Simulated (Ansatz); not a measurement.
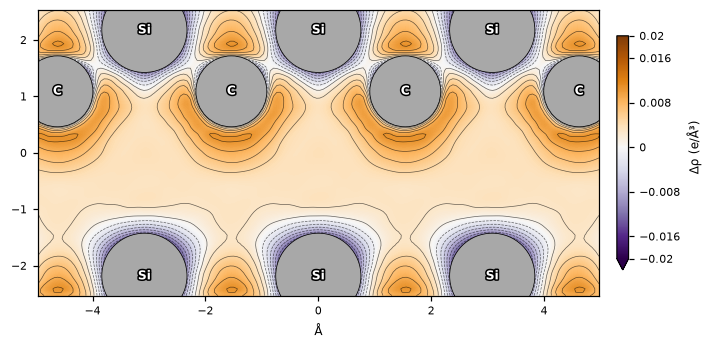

SiC. Difference of the valence pseudo-densities of two functionals at the same geometry, on the (011̄) plane of the calculation cell: r2SCAN less BLYP.

Both computed with Ansatz (plane waves, PAW), on the same k-point mesh. Grey discs cover the atomic cores.

```
Si C
1.0
     0.00000    2.17900    2.17900
     2.17900    0.00000    2.17900
     2.17900    2.17900    0.00000
Si C
1 1
Direct
  0.00000 0.00000 0.00000
  0.75000 0.75000 0.75000
```

Question: What does the difference map show?

Answer: Against BLYP, r2SCAN gives more density around C (+0.008 e/Å³ on average at 0.8 Å from the nucleus) and more density in the space between the atoms (+0.004 e/Å³ on average).
